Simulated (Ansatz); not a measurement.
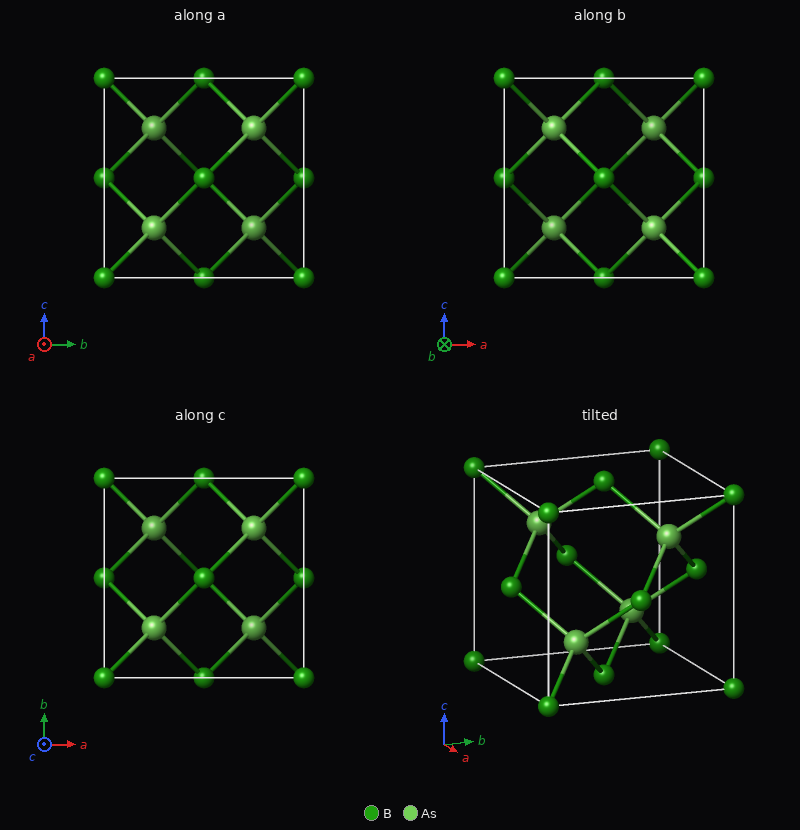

An orthographic ball-and-stick view of the structure, along the a axis, along the b axis, along the c axis and slightly off an axis. The edges of the conventional unit cell are marked.

Lattice parameters: a = 4.7436 Å, b = 4.7436 Å, c = 4.7436 Å, α = 90.000°, β = 90.000°, γ = 90.000°.

**Transcribe the picture into a CIF in P1 with every atom of the cell.**

```cif
data_structure
_symmetry_space_group_name_H-M 'P 1'
_symmetry_Int_Tables_number 1
_cell_length_a 4.7436
_cell_length_b 4.7436
_cell_length_c 4.7436
_cell_angle_alpha 90.000
_cell_angle_beta 90.000
_cell_angle_gamma 90.000
_cell_volume 106.74
loop_
_atom_site_label
_atom_site_type_symbol
_atom_site_fract_x
_atom_site_fract_y
_atom_site_fract_z
_atom_site_occupancy
B1 B 0.0000 0.0000 0.0000 1
As1 As 0.2500 0.2500 0.7500 1
B2 B 0.0000 0.5000 0.5000 1
As2 As 0.2500 0.7500 0.2500 1
B3 B 0.5000 0.0000 0.5000 1
As3 As 0.7500 0.2500 0.2500 1
B4 B 0.5000 0.5000 0.0000 1
As4 As 0.7500 0.7500 0.7500 1
```

Its origin is a structure type filled with these elements by a generator (whether the compound takes this form wasn't checked). The cell was then strained or its atoms displaced on purpose. It was run through Ansatz as a DFT input.

At this level of theory the cell isn't at rest (compressed, at 6 GPa), so its distances can differ from those at equilibrium, the more so the softer the solid.
